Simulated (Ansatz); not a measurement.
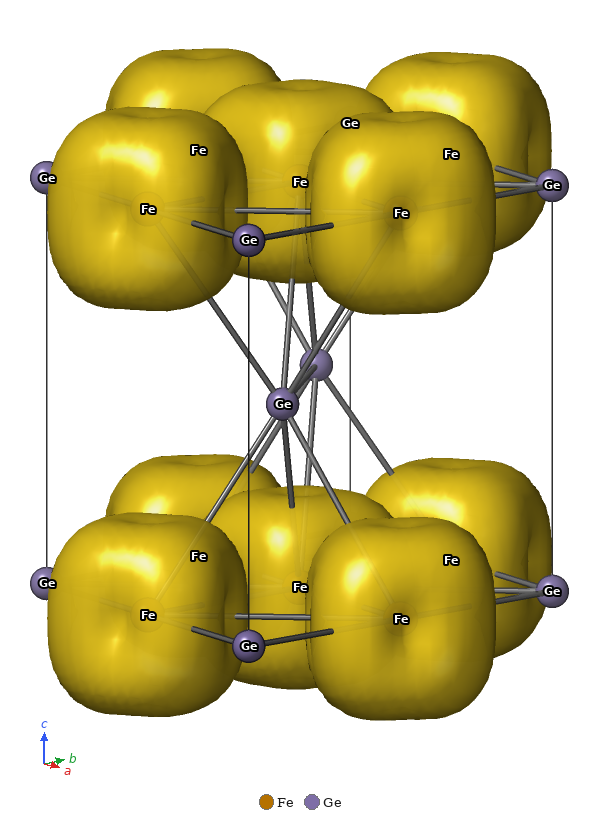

FeGe. Isosurface of the magnetisation density (up minus down) at +0.03 e/Å³ (yellow), seen slightly off an axis. Sticks mark near contacts.

Space group P6/mmm; a structure from a database of computed crystals, not necessarily the ambient phase; changed on purpose from its base cell (volume × 0.94, shape and atoms relaxed); computed pressure about 12 GPa in this cell; spin-polarised.

Theory: DFT PBEsol, scalar-relativistic, plane waves, PAW in Ansatz.

The density is the valence pseudo-density of a PAW calculation; it isn't the true density close to the nuclei.

Question: Where is the spin, and how is it ordered?

Answer: The spin density sits on Fe: +1.2 μB (×3) in one cell of 6 atoms, with smaller moments on other sites: Ge (up to −0.05 μB): parallel main moments (a ferromagnetic arrangement) in this solution. The cell of the calculation (6 atoms) carries 3.5 μB of net spin moment.
